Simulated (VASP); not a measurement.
# SiC (Moissanite): time-dependent DFT spectra, part 2 of 4

Which functionals bind an exciton in SiC (Moissanite)? The cell is of the wurtzite type, one of the forms listed for this formula. The start is a cell from a database of measured crystal structures.

VASP 6.6.1, plane waves and PAW; the level of theory is named at each step.

So far. Step 2 (Relaxation): At LDA, with these data sets, the largest force is down to 8.5e-4 eV/Å.

## 4. Empty bands, functional LDA

Level of this step: LDA; plane waves and PAW (Si, C) (VASP).

ALGO = Exact diagonalises the converged Hamiltonian in one step, and LOPTICS writes the k-derivatives of the orbitals (WAVEDER), which give the transition dipoles.

File INCAR:

```
SYSTEM = SiC
PREC = Accurate
ENCUT = 420
ISMEAR = 0
SIGMA = 0.01
LREAL = .FALSE.
GGA = CA
NBANDS = 24
ALGO = Exact
NELM = 1
LWAVE = .TRUE.
LCHARG = .FALSE.
LOPTICS = .TRUE.
NEDOS = 1000
CSHIFT = 0.1
```

File POSCAR:

```
SiC
1.0
    3.0760000000      0.0000000000      0.0000000000
   -1.5380000000      2.6638941420      0.0000000000
    0.0000000000      0.0000000000      5.0480000000
Si C
2 2
Direct
    0.6666666667      0.3333333333      0.5045819132
    0.3333333333      0.6666666667      0.0045819132
    0.6666666667      0.3333333333      0.8804180868
    0.3333333333      0.6666666667      0.3804180868
```

File KPOINTS:

```
Automatic mesh
0
Gamma
6 6 4
0 0 0
```

The projector-augmented-wave data sets are Si and C (PBE family, release 64).

Run with:

```
> mpirun -np 4 vasp_std
```

The log of the run:

```text
[banner, memory and clock lines left out]
running    4 mpi-ranks, on    1 nodes
 distrk:  each k-point on    4 cores,    1 groups
 distr:  one band on    1 cores,    4 groups

 POSCAR found type information on POSCAR SiC
 POSCAR found :  2 types and       4 ions
 [... a notice as in an earlier step ...]

 LDA part: xc-table for (Slater(with rela. corr.)+CA(PZ))
 , standard interpolation
 found WAVECAR, reading the header
  number of bands has changed, file:    14 present:    24
  trying to continue reading WAVECAR, but it might fail
 POSCAR, INCAR and KPOINTS ok, starting setup
 FFT: planning ... GRIDC
 FFT: planning ... GRID_SOFT
 FFT: planning ... GRID
 reading WAVECAR
 random initialization beyond band           14
 the WAVECAR file was read successfully
 initial charge from wavefunction
 entering main loop
       N       E                     dE             d eps       ncg     rms          rms(c)
DIA:   1    -0.331525126928E+02   -0.33153E+02    0.00000E+00     0   0.000E+00
   1 F= -.33152513E+02 E0= -.33152513E+02  d E =-.514944E-16
 writing wavefunctions
 optical routines
 imaginary and real dielectric function
 recalculating local potential from charge density
 direction            1
 direction            2
 direction            3
```

Run time: 11 s. Hardware: 4 MPI ranks of Intel Xeon Platinum 8259CL at 2.50GHz (Skylake/Cascade Lake), shared host; peak memory 0.76 GiB; 36 s of CPU time.

OUTCAR, selected parts (step 4):

```text
 Found     21 irreducible k-points:

   k-points           NKPTS =     21   k-points in BZ     NKDIM =     21   number of bands    NBANDS=     24

   NELECT =      16.0000    total number of electrons

 E-fermi :   8.1228

 k-point     2 :       0.1667    0.0000    0.0000
  band No.  band energies     occupation
    ...
      4       4.5648      2.00000
      5       6.0472      2.00000
      6       6.5107      2.00000
      7       7.5910      2.00000
      8       7.7792      2.00000
      9      12.8448      0.00000
     10      14.7705      0.00000
     11      15.0985      0.00000
     12      15.3166      0.00000
     13      15.4044      0.00000
    ...

 k-point     3 :       0.3333   -0.0000    0.0000
  band No.  band energies     occupation
    ...
      4       1.8001      2.00000
      5       3.7213      2.00000
      6       5.0940      2.00000
      7       6.2080      2.00000
      8       7.1494      2.00000
      9      11.3359      0.00000
     10      12.8928      0.00000
     11      15.2053      0.00000
     12      15.4241      0.00000
     13      16.4769      0.00000
    ...

  Total       -0.8897093     -0.8897093     -0.9016988      0.0000000      0.0000000      0.0000000
  in kB      -34.4616522    -34.4616522    -34.9260475      0.0000000      0.0000000      0.0000000
  external PRESSURE =     -34.6164506 kB  Pullay stress =       0.0000000 kB

 POSITION                                       TOTAL-FORCE (eV/Angst)
 -----------------------------------------------------------------------------------
      1.53800      0.88796      2.54713         0.000000     -0.000000     -0.004689
     -0.00000      1.77593      0.02313        -0.000000      0.000000     -0.004689
      1.53800      0.88796      4.44435        -0.000000     -0.000000      0.004689
     -0.00000      1.77593      1.92035         0.000000     -0.000000      0.004689
 -----------------------------------------------------------------------------------
    total drift:                               -0.000000     -0.000000     -0.000031

  FREE ENERGIE OF THE ION-ELECTRON SYSTEM (eV)
  ---------------------------------------------------
  free  energy   TOTEN  =       -33.1525126928 eV

  energy  without entropy=      -33.1525126928  energy(sigma->0) =      -33.15251269

 plasma frequency squared (from intraband transitions) (eV^2)
  --------------------------------------------------------------------------------------
       0.000       0.000       0.000
       0.000       0.000       0.000
       0.000       0.000       0.000

[... 10 parts as in an earlier step ...]

[... 3 further parts left out ...]
```

WAVECAR now holds 24 bands for 16 electrons. Its independent-particle dielectric tensor has xx, yy, zz = 7.7, 7.7, 7.5 on this mesh, which isn't tested for convergence in mesh or bands and lacks local fields.

## 5. Casida equation on LDA

This step: time-dependent LDA, Casida form; plane waves and PAW (Si, C) (VASP 6.6.1).

The Casida equation, in the Tamm-Dancoff approximation (ANTIRES = 0), couples the pairs by a local exchange-correlation kernel; a semilocal kernel is short-ranged. On this coarse mesh the spectra break into peaks of single stars of k points, and those at the smallest gap weigh too much.

File INCAR:

```
SYSTEM = SiC
PREC = Accurate
ENCUT = 420
ISMEAR = 0
SIGMA = 0.01
LREAL = .FALSE.
GGA = CA
NBANDS = 24
ALGO = TDHF
NBANDSO = 5
NBANDSV = 4
OMEGAMAX = 25
NEDOS = 1000
CSHIFT = 0.1
PRECFOCK = Fast
LWAVE = .FALSE.
LCHARG = .FALSE.
ANTIRES = 0
LFXC = .TRUE.
LADDER = .FALSE.
```

POSCAR is that of step 4.

KPOINTS is that of step 4.

Run with:

```
> mpirun -np 4 vasp_std
```

The log of the run:

```text
[banner, memory and clock lines left out]
running    4 mpi-ranks, on    1 nodes
 distrk:  each k-point on    4 cores,    1 groups
 distr:  one band on    1 cores,    4 groups

 POSCAR found type information on POSCAR SiC
 POSCAR found :  2 types and       4 ions
|                                                                             |
|               ----> ADVICE to this user running VASP <----                  |
|                                                                             |
|     You enforced a specific xc type in the INCAR file but a different       |
|     [... a line on the potential file left out ...]
|     I HOPE YOU KNOW WHAT YOU ARE DOING!                                     |
|                                                                             |

|                                                                             |
|           W    W    AA    RRRRR   N    N  II  N    N   GGGG   !!!           |
|           W    W   A  A   R    R  NN   N  II  NN   N  G    G  !!!           |
|           W    W  A    A  R    R  N N  N  II  N N  N  G       !!!           |
|           W WW W  AAAAAA  RRRRR   N  N N  II  N  N N  G  GGG   !            |
|           WW  WW  A    A  R   R   N   NN  II  N   NN  G    G                |
|           W    W  A    A  R    R  N    N  II  N    N   GGGG   !!!           |
|                                                                             |
|     The default for ENCUTGWSOFT is different in this version of VASP.       |
|     please manually set ENCUTGWSOFT =280 in the INCAR file.                 |
|                                                                             |

 LDA part: xc-table for (Slater(with rela. corr.)+CA(PZ))
 , standard interpolation
 found WAVECAR, reading the header
 POSCAR, INCAR and KPOINTS ok, starting setup
 FFT: planning ... GRIDC
 FFT: planning ... GRID_SOFT
 FFT: planning ... GRID
 reading WAVECAR
 the WAVECAR file was read successfully
 initial charge from wavefunction
 available memory per node:    126.98 GB, setting MAXMEM to    130032

 The Fermi energy was updated, please check that it is located mid-gap
 values below the HOMO (VB) or above the LUMO (CB) will cause erroneous energies
 E-fermi :   9.1416

 the WAVEDER file was read successfully
 responsefunction array rank=     460
 LDA part: xc-table for (Slater(with rela. corr.)+CA(PZ))
 , standard interpolation

 min. memory requirement per mpi rank     60.9 MB, per node    243.5 MB

 Doing            0  frequencies on each core in blocks of            0
 parallelization over k-points
 Using distributed matrix
 Using distributed eigensolver
 allocating two-electron 4 orbital integral table    5    4    5    4
 BSE setting up matrix
 available memory per node:    126.91 GB, setting MAXMEM to    129960
 Calculate matrix elements of the BSE Hamiltonian:
 Workload is divided into blocks of two-electron 4 orbital integrals computed in
  parallel.
 Each block/integral has dimensions  of (   5,   4,   5,   4) orbitals
 Total number of blocks/integrals:                10440
 Number of spins:                                     1
 Number of kpoints:                                 144
 Spin channel:                                        1
  Number of blocks of unoccupied bands:               1
  Number of blocks of occupied bands:                 1
 Number of rows/columns of blocks:                  144

                                                        Time (sec)
               Integrals                 Ranks       Real         CPU
  [         1 -        576/     10440]     4         0.43        0.00
  [       577 -       1152/     10440]     4         0.85        0.00
  [      1153 -       1728/     10440]     4         1.30        0.00
  [      1729 -       2304/     10440]     4         1.72        0.00
  [      2305 -       2880/     10440]     4         2.18        0.00
  [      2881 -       3456/     10440]     4         2.60        0.00
  [      3457 -       4032/     10440]     4         3.05        0.00
  [      4033 -       4608/     10440]     4         3.48        0.00
  [      4609 -       5184/     10440]     4         3.89        0.00
  [      5185 -       5760/     10440]     4         4.32        0.00
  [      5761 -       6336/     10440]     4         4.72        0.00
  [      6337 -       6912/     10440]     4         5.13        0.00
  [      6913 -       7488/     10440]     4         5.60        0.00
  [      7489 -       8064/     10440]     4         6.03        0.00
  [      8065 -       8640/     10440]     4         6.58        0.00
  [      8641 -       9216/     10440]     4         7.01        0.00
  [      9217 -       9792/     10440]     4         7.45        0.00
  [      9793 -      10368/     10440]     4         7.94        0.00
  [     10369 -      10440/     10440]     4         8.05        0.00

 BSE redistributing all elements
 BSE diagonalizing matrix PDSYEVX_ZHEEVX_DESC
 BSE calculating oscillator strength
```

The job ended after 18 s (4 MPI ranks; peak memory 1 GiB).

Parts of OUTCAR (step 5):

```text
   k-points           NKPTS =     21   k-points in BZ     NKDIM =    144   number of bands    NBANDS=     24

   NELECT =      16.0000    total number of electrons

 E-fermi :   9.1416

[... 8 parts as in an earlier step ...]

[... 1 further part left out ...]
```

This step gave:

* lowest excitation: 3.884 eV

The imaginary dielectric function has structure finer than the step of the table below, so its rows give means over 1 eV, whole bins alone (the curve runs from 0 to 25 eV). Peaks (eV: height): xx 6.2: 27.6, 6.6: 27.6, 8.1: 12.9, 9.5: 7.00; zz 4.8: 6.18, 5.8: 24.7, 6.4: 29.3, 7.8: 19.0, 8.1: 19.7.

From 5 filled and 4 empty bands alone, without any pair above OMEGAMAX = 25 eV, so strength is missing wherever others contribute; lines are broadened by CSHIFT, which also makes the tail under the first line. Table of imaginary dielectric function by photon energy; means over each step:

| photon energy (eV) | xx | zz |
| --- | --- | --- |
| 1 | 0.0267 | 0.0259 |
| 2 | 0.0634 | 0.0613 |
| 3 | 0.133 | 0.129 |
| 4 | 0.430 | 0.391 |
| 5 | 2.99 | 3.35 |
| 6 | 20.8 | 17.7 |
| 7 | 12.8 | 11.2 |
| 8 | 9.91 | 14.7 |
| 9 | 5.19 | 7.22 |
| 10 | 4.70 | 3.21 |
| 11 | 3.13 | 2.15 |
| 12 | 0.576 | 0.915 |
| 13 | 0.329 | 0.517 |
| 14 | 0.189 | 0.180 |
| 15 | 0.0650 | 0.115 |
| 16 | 0.0293 | 0.0334 |
| 17 | 0.0212 | 0.0224 |
| 18 | 0.0164 | 0.0171 |
| 19 | 0.0130 | 0.0135 |
| 20 | 0.0106 | 0.0110 |
| 21 | 0.00877 | 0.00908 |
| 22 | 0.00739 | 0.00761 |
| 23 | 0.00627 | 0.00646 |
| 24 | 0.00537 | 0.00556 |

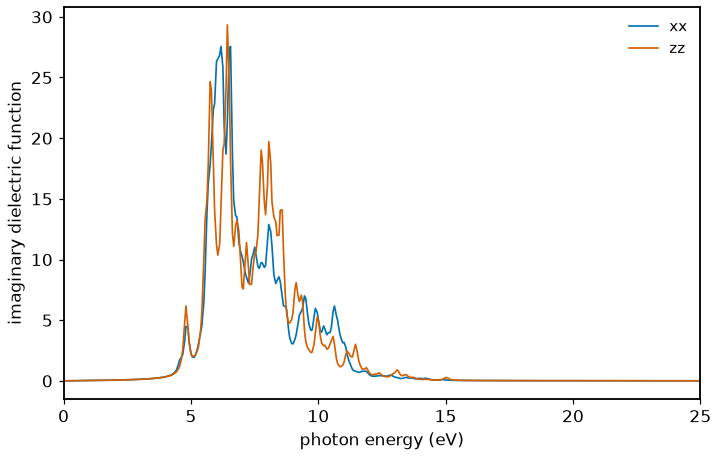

Imaginary dielectric function, plotted against photon energy.

The lowest excitation lies at 3.884 eV, +0 meV against the direct gap of these orbitals. It is dark; the first state with over 2 % of the strongest strength among the lowest 40 lies at 4.582 eV. Peak heights aren't converged with the mesh, least of all at the onset.

## 6. Orbitals for ground state at PBE0

This step: LDA; plane waves and PAW (Si, C) (VASP 6.6.1).

A hybrid converges faster from good orbitals, so a cheap LDA run writes WAVECAR first.

File INCAR:

```
SYSTEM = SiC
PREC = Accurate
ENCUT = 420
EDIFF = 1E-05
NELM = 100
ISMEAR = 0
SIGMA = 0.01
LREAL = .FALSE.
ALGO = Normal
GGA = CA
NBANDS = 14
LORBIT = 11
LWAVE = .TRUE.
LCHARG = .FALSE.
KPAR = 4
```

POSCAR is that of step 5.

KPOINTS is that of step 5.

Run with:

```
> mpirun -np 4 vasp_std
```

The log of the run:

```text
[... set-up lines as in an earlier step ...]
 entering main loop
       N       E                     dE             d eps       ncg     rms          rms(c)
[... 10 cycles as in an earlier step ...]
DAV:  11    -0.331525139621E+02    0.13633E-05   -0.18655E-05   572   0.361E-02
   1 F= -.33152514E+02 E0= -.33152514E+02  d E =-.162049E-17
 writing wavefunctions
```

Elapsed: 3.2 s, on 4 MPI ranks; peak memory 0.5 GiB.

Parts of OUTCAR (step 6):

```text
   NELECT =      16.0000    total number of electrons

 E-fermi :   8.1257

 k-point     1 :       0.0000    0.0000    0.0000
  band No.  band energies     occupation
    ...
      4       6.7427      2.00000
      5       6.7427      2.00000
      6       7.9574      2.00000
      7       8.0695      2.00000
      8       8.0695      2.00000
      9      12.8339      0.00000
     10      14.2814      0.00000
     11      14.6186      0.00000
     12      14.6186      0.00000
     13      15.7126      0.00000
    ...

  Total       -0.8873427     -0.8873427     -0.8969120      0.0000000      0.0000000      0.0000000
  in kB      -34.3699832    -34.3699832    -34.7406371      0.0000000      0.0000000      0.0000000
  external PRESSURE =     -34.4935345 kB  Pullay stress =       0.0000000 kB

 POSITION                                       TOTAL-FORCE (eV/Angst)
 -----------------------------------------------------------------------------------
      1.53800      0.88796      2.54713        -0.000000      0.000000     -0.004802
     -0.00000      1.77593      0.02313         0.000000     -0.000000     -0.004802
      1.53800      0.88796      4.44435         0.000000      0.000000      0.004802
     -0.00000      1.77593      1.92035        -0.000000     -0.000000      0.004802
 -----------------------------------------------------------------------------------
    total drift:                               -0.000000     -0.000000      0.000404

  FREE ENERGIE OF THE ION-ELECTRON SYSTEM (eV)
  ---------------------------------------------------
  free  energy   TOTEN  =       -33.1525139621 eV

  energy  without entropy=      -33.1525139621  energy(sigma->0) =      -33.15251396

[... 9 parts as in an earlier step ...]

[... 8 further parts left out ...]
```

Numbers from this step:

```
pressure          : -3.449 GPa
gap on the k-mesh : 2.144 eV
```

The run ends at a pressure of -3.45 GPa, with forces up to 0.0048 eV/Å.

## 7. Ground state at PBE0

This step: PBE0; plane waves and PAW (Si, C) (VASP 6.6.1).

Many-body steps start from the orbitals of a self-consistent run, here PBE0. EDIFF is tight for accurate orbitals, and a narrow smearing avoids fractional occupations.

File INCAR:

```
SYSTEM = SiC
PREC = Accurate
ENCUT = 420
EDIFF = 1E-08
NELM = 100
ISMEAR = 0
SIGMA = 0.01
LREAL = .FALSE.
ALGO = Normal
LHFCALC = .TRUE.
AEXX = 0.25
GGA = PE
LASPH = .TRUE.
NBANDS = 14
PRECFOCK = Fast
LORBIT = 11
LWAVE = .TRUE.
LCHARG = .FALSE.
KPAR = 4
```

POSCAR is that of step 6.

KPOINTS is that of step 6.

The run starts from files that an earlier step left in the folder.

Run with:

```
> mpirun -np 4 vasp_std
```

The log of the run:

```text
[banner, memory and clock lines left out]
running    4 mpi-ranks, on    1 nodes
 distrk:  each k-point on    1 cores,    4 groups
 distr:  one band on    1 cores,    1 groups

 POSCAR found type information on POSCAR SiC
 POSCAR found :  2 types and       4 ions
 LDA part: xc-table for (Slater+PW92), standard interpolation
 found WAVECAR, reading the header
 POSCAR, INCAR and KPOINTS ok, starting setup
 FFT: planning ... GRIDC
 FFT: planning ... GRID_SOFT
 FFT: planning ... GRID
 reading WAVECAR
 the WAVECAR file was read successfully
 initial charge from wavefunction
 entering main loop
       N       E                     dE             d eps       ncg     rms          rms(c)
DAV:   1    -0.369515737456E+02   -0.36952E+02   -0.12292E+00   588   0.916E+00    0.476E+00
DAV:   2    -0.369624674295E+02   -0.10894E-01   -0.40066E-02   738   0.147E+00    0.362E+00
DAV:   3    -0.369587869471E+02    0.36805E-02   -0.26325E-03   732   0.336E-01    0.210E+00
DAV:   4    -0.369578849842E+02    0.90196E-03   -0.93794E-04   702   0.183E-01    0.119E+00
DAV:   5    -0.369576123265E+02    0.27266E-03   -0.11944E-04   744   0.717E-02    0.666E-01
DAV:   6    -0.369575058888E+02    0.10644E-03   -0.29522E-05   708   0.432E-02    0.376E-01
DAV:   7    -0.369574713381E+02    0.34551E-04   -0.14278E-05   708   0.308E-02    0.212E-01
DAV:   8    -0.369574606588E+02    0.10679E-04   -0.37524E-06   726   0.164E-02    0.120E-01
DAV:   9    -0.369574572895E+02    0.33693E-05   -0.10225E-06   720   0.875E-03    0.683E-02
DAV:  10    -0.369574563409E+02    0.94862E-06   -0.38945E-07   720   0.524E-03    0.386E-02
DAV:  11    -0.369574561478E+02    0.19309E-06   -0.14253E-07   732   0.311E-03    0.216E-02
DAV:  12    -0.369574561562E+02   -0.83588E-08   -0.48983E-08   690   0.183E-03
   1 F= -.36957456E+02 E0= -.36957456E+02  d E =-.100796E-12
 writing wavefunctions
```

It took 1.9 min on 4 MPI ranks; peak memory 0.58 GiB; 7.2 min of CPU time.

Parts of OUTCAR (step 7):

```text
   k-points           NKPTS =     21   k-points in BZ     NKDIM =    144   number of bands    NBANDS=     14

   NELECT =      16.0000    total number of electrons

  exchange ACFDT corr.  =         0.00000000  see jH, gK, PRB 81, 115126

 E-fermi :   7.3253

 k-point     1 :       0.0000    0.0000    0.0000
  band No.  band energies     occupation
    ...
      4       5.8121      2.00000
      5       5.8122      2.00000
      6       7.1716      2.00000
      7       7.2801      2.00000
      8       7.2801      2.00000
      9      14.0027      0.00000
     10      15.5172      0.00000
     11      15.9295      0.00000
     12      15.9295      0.00000
     13      17.1093      0.00000
    ...

 POSITION                                       TOTAL-FORCE (eV/Angst)
 -----------------------------------------------------------------------------------
      1.53800      0.88796      2.54713        -0.000000      0.000000     -0.017379
     -0.00000      1.77593      0.02313         0.000000     -0.000000     -0.017379
      1.53800      0.88796      4.44435        -0.000000      0.000000      0.017379
     -0.00000      1.77593      1.92035         0.000000      0.000000      0.017379
 -----------------------------------------------------------------------------------
    total drift:                                0.000000     -0.000000      0.001072

  FREE ENERGIE OF THE ION-ELECTRON SYSTEM (eV)
  ---------------------------------------------------
  free  energy   TOTEN  =       -36.9574561562 eV

  energy  without entropy=      -36.9574561562  energy(sigma->0) =      -36.95745616

[... 8 parts as in an earlier step ...]

[... 8 further parts left out ...]
```

This step gave:

| Item | Value |
| --- | --- |
| free energy (TOTEN) | -36.96 eV |
| Fermi energy | 7.325 eV |
| gap on the k-mesh | 3.906 eV |
| least direct gap on the k-mesh | 5.818 eV |

(Continued in part 3 of 4.)

[Lines on the potential files, build, host, timing and source positions are cut from VASP's logs without a mark.]

[Logs are printed without paths, hosts, clocks, repeated set-up lines and the standing remarks that a program may print on its own settings, such as how far it seeks lower states.]

[Hosts, paths, dates, database ids (printed as entryN), source tags and the programs' standing remarks are cut or masked in the printed files.]

[Pressures printed for these runs are not shown converged in the cutoff: they can be off by several GPa and have the wrong sign.]
